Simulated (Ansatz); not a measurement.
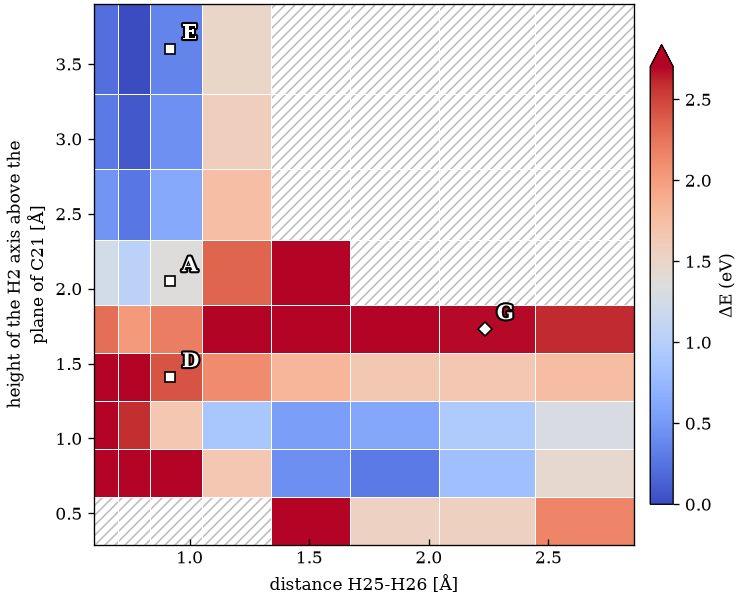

H₂ on a ZrC(100) slab cut from the Fm-3m phase, its upper half relaxed before the scan (24 atoms of substrate and one adsorbate in a 2 × 2 cell). 
- H2 lies flat over one site of a rigid substrate while its bond length and height are varied; it sits over a top site over C21, heights counted from the top plane, its axis along the first surface vector.
- The first coordinate is: distance H25-H26; the second: height of the H2 axis above the plane of C21.
- Grid: 8 × 9 points. At 19 points there is no value (left out: too close to the surface, or the stretched molecule far from it).
- Points are written as (first, second).
- Energies: eV, counted from the lowest grid point.
- The calculation used DFT PBE, scalar-relativistic, plane waves, PAW in Ansatz. Settings: cutoff 420 eV, k-mesh 4×4×1, gaussian smearing 0.1 eV, no spin polarisation.

The picture shows one coloured cell a grid point, one colour for all values above the top of the scale, hatched blanks where no value was computed, lettered points.

Is A the lowest point of the computed grid?

Answer. No. A lies 1.37 eV above the lowest grid point, which is at (0.750 Å, 3.60 Å).

Rank the lettered points by energy, lowest first.

Answer. E (0.35 eV), A (1.37 eV), D (2.43 eV), G (2.69 eV).
